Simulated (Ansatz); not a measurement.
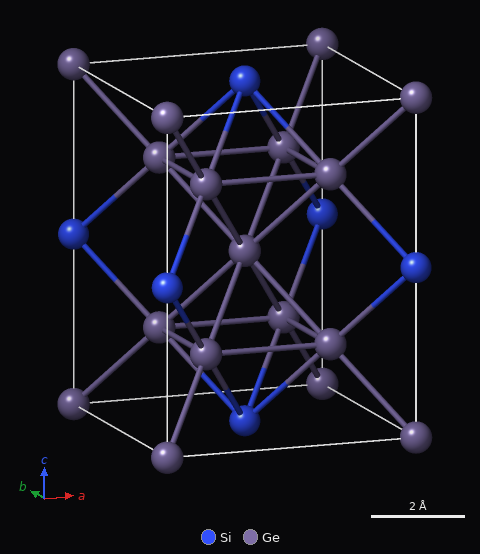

Ball-and-stick drawing of the structure, looking slightly off an axis. Thin lines show the conventional unit cell, with boundary atoms drawn in all their periodic places. Cell: a = 5.76 Å, b = 5.76 Å, c = 7.54 Å, α = 90.00°, β = 90.00°, γ = 90.00°.

The starting point was a random cell made by a generator, so it need not be a real form of the compound. Earlier steps of the study, as a rule a relaxation of our own, may have changed the cell and positions, so they can lie some per cent off the listed ones. Ansatz was used for an electronic-structure calculation on it.

**What is this?**

Formula: SiGe$_{5}$. It takes space group I4/mmm (No. 139) on a body-centred tetragonal lattice. The cell comprises 2 formula units: 2 Si, 10 Ge. Si is coordinated by eight Ge in a distorted cubic arrangement at about 2.8 Å. Ge takes two kinds of site: 8f with six Ge and two Si in a distorted cubic arrangement (about 2.8 to 2.9 Å to Ge, 2.8 Å to Si); 2a with eight Ge in a distorted cubic arrangement at about 2.8 Å. The bonds build a three-dimensional framework.

The calculation used Ansatz, DFT PBE, scalar-relativistic, plane waves, PAW, with 420 eV cutoff, k-points about 0.15 Å⁻¹ apart, Gaussian smearing of 0.1 eV, no spin polarisation.

**How large a gap does the method give, if there is one?**

A metal: bands cross the Fermi level.

**What are the atomic charges by Bader's partition?**

Si -0.03 e; Ge -0.04 to +0.02 e.

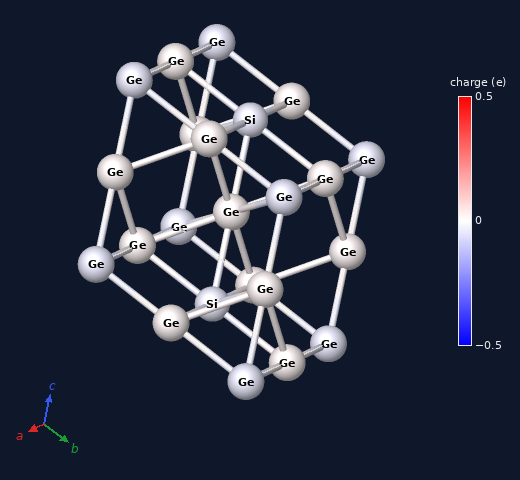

The atoms coloured by those charges. The run's cell of 6 atoms is drawn, so axes and origin can differ from the first picture.

**Is this an equilibrium geometry for the method given?**

Yes. All forces vanish to within 0.01 eV/Å. The pressure is 0.0 GPa, close to zero.
